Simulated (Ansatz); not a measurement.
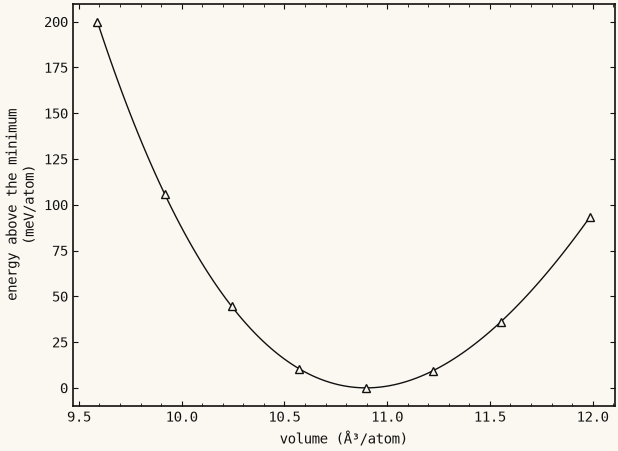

The plot gives the computed energy above the minimum against volume.

How it was computed, with Ansatz 0.2.0: third-order Birch-Murnaghan fit to density functional energies at scaled volumes of the given relaxed cell, shape and atoms relaxed at each volume; energies count from the fitted minimum; plane waves with PAW datasets, Γ-centred k mesh. Level: PBE, no spin polarisation.

**For which of these solids was it computed?**
A. ZnO, P6_3mc (No. 186)
B. Sn, I4/mmm (No. 139)
C. TaN, P6_3/mmc (No. 194)

C, TaN: energy above the minimum from 0.0 meV/atom to 199.9 meV/atom, V0 10.9 Å³/atom, B0 325 GPa. The others give: Sn, energy above the minimum from −0.1 meV/atom to 75.3 meV/atom, V0 27.97 Å³/atom, B0 47.1 GPa; ZnO, energy above the minimum from 0.0 meV/atom to 90.0 meV/atom, V0 12.33 Å³/atom, B0 129 GPa.

For Sn, limits of the calculation: state may not be the lowest.

For ZnO, limits of the calculation: a crossing between the sampled k points may be missed; odd k mesh can miss points on the zone edge.
